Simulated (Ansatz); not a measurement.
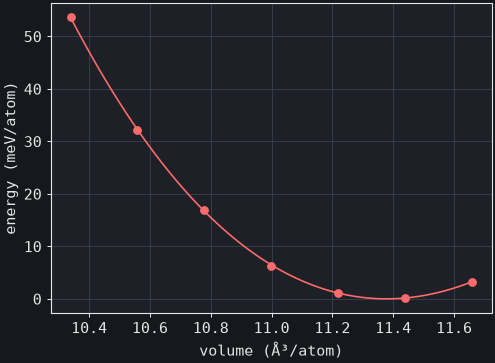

The picture above shows the energy against volume for MnO, space group Fm-3m (No. 225).

Structure:
```
Mn O
1.0
     0.00000    2.22391    2.22391
     2.22391    0.00000    2.22391
     2.22391    2.22391    0.00000
Mn O
1 1
Direct
  0.00000 0.00000 0.00000
  0.50000 0.50000 0.50000
```

How it was computed, with Ansatz 0.2.0: plane-wave DFT, collinear spins; energies at scaled volumes of the given cell, shape and fractions fixed, counted from the fit's minimum, third-order Birch-Murnaghan fit. Level: B3LYP5, collinear spin.

k mesh 5×5×5; occupations Fermi–Dirac; smearing width 0.05 eV; potentials Ansatz PAW; wave cutoff 420 eV; density cutoff 1680 eV.

From this curve and the settings, what does the calculation give for the pressure at the same points?

The pressure falls from 18.04 GPa at volume 10.34 Å³/atom to −3.56 GPa at 11.66 Å³/atom, and changes sign near 11.38 Å³/atom.

```json
{"volume (Å³/atom)": "10.34", "pressure (GPa)": "18.04"}
{"volume (Å³/atom)": "10.56", "pressure (GPa)": "13.43"}
{"volume (Å³/atom)": "10.78", "pressure (GPa)": "9.27"}
{"volume (Å³/atom)": "11.00", "pressure (GPa)": "5.57"}
{"volume (Å³/atom)": "11.22", "pressure (GPa)": "2.21"}
{"volume (Å³/atom)": "11.44", "pressure (GPa)": "-0.82"}
{"volume (Å³/atom)": "11.66", "pressure (GPa)": "-3.56"}
```

Note: coarse k mesh; the functional was run on potentials made for another functional; state may lie high.
